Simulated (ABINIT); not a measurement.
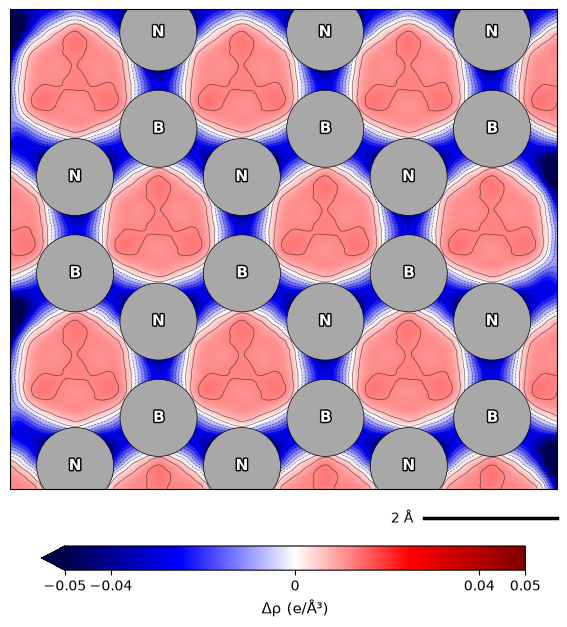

BN. Difference of the valence pseudo-densities of two functionals at the same geometry, on the (101) plane of the calculation cell: one of BLYP and PBEsol less the other.

Space group Fmm2; a structure from a database of computed crystals, not necessarily the ambient phase.

Both computed with ABINIT (plane waves, PAW), on the same k-point mesh. Grey discs cover the atomic cores.

> Which was subtracted from which, and what does the map show?

It is PBEsol less BLYP. Against BLYP, PBEsol gives a change of −0.030 e/Å³ at the midpoint of B–N.
